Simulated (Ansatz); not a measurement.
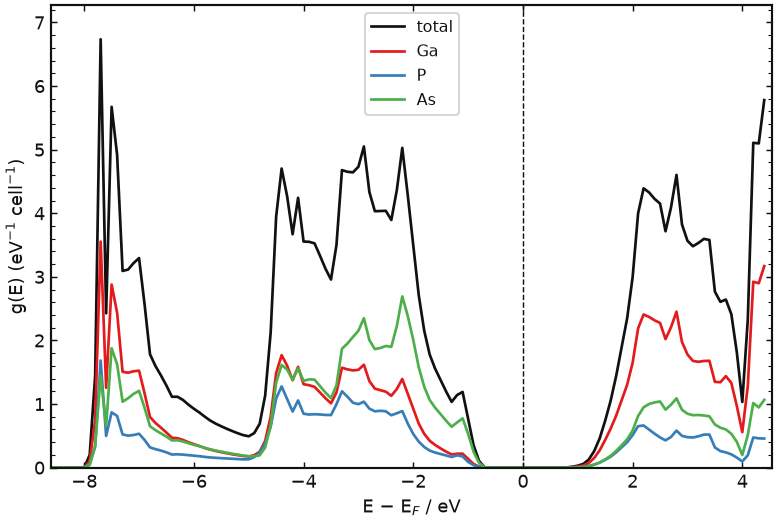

Density of states. Energies are counted from the Fermi level. The partial curves are projected on Löwdin-orthogonalised atomic shells.

System: Ga3As2P, space group P3m1 (No. 156), 6 atoms in the cell.

```cif
data_structure
_symmetry_space_group_name_H-M 'P 1'
_symmetry_Int_Tables_number 1
_cell_length_a 4.0049
_cell_length_b 4.0049
_cell_length_c 9.8152
_cell_angle_alpha 90.000
_cell_angle_beta 90.000
_cell_angle_gamma 120.000
_cell_volume 136.34
loop_
_atom_site_label
_atom_site_type_symbol
_atom_site_fract_x
_atom_site_fract_y
_atom_site_fract_z
_atom_site_occupancy
Ga1 Ga 0.00000 0.00000 0.99342 1
Ga2 Ga 0.33333 0.66667 0.67337 1
Ga3 Ga 0.66667 0.33333 0.33351 1
P1 P 0.33333 0.66667 0.91666 1
As1 As 0.66667 0.33333 0.58627 1
As2 As 0.00000 0.00000 0.24676 1
```

Level of theory: DFT HSE06, scalar-relativistic, plane waves, PAW, no spin polarisation, 6×6×2 k mesh, 420 eV cutoff; code Ansatz 0.2.0.

**Metal or insulator, going by the density of states?**

There is a gap; over the k points computed it is 1.38 eV.

**How wide is the upper valence band?**

The upper group of valence states starts about 7.2 eV under the valence-band top (which lies at −0.7 eV on this axis), with a gap beneath it; it holds about 18 electrons a cell.

**Where is the tallest peak in the window, and which states make it?**

The tallest peak in the window is at −7.7 eV; by projected weight it is Ga (50 %), As (25 %) and P (20 %).

**Which states form the band edges?**

By projected weight, the top eV of the valence band is As (65 %), Ga (20 %) and P (15 %); the bottom eV of the conduction band is Ga (65 %), As (20 %) and P (20 %).

The structure is an invented one, so it need not be a known or stable phase.
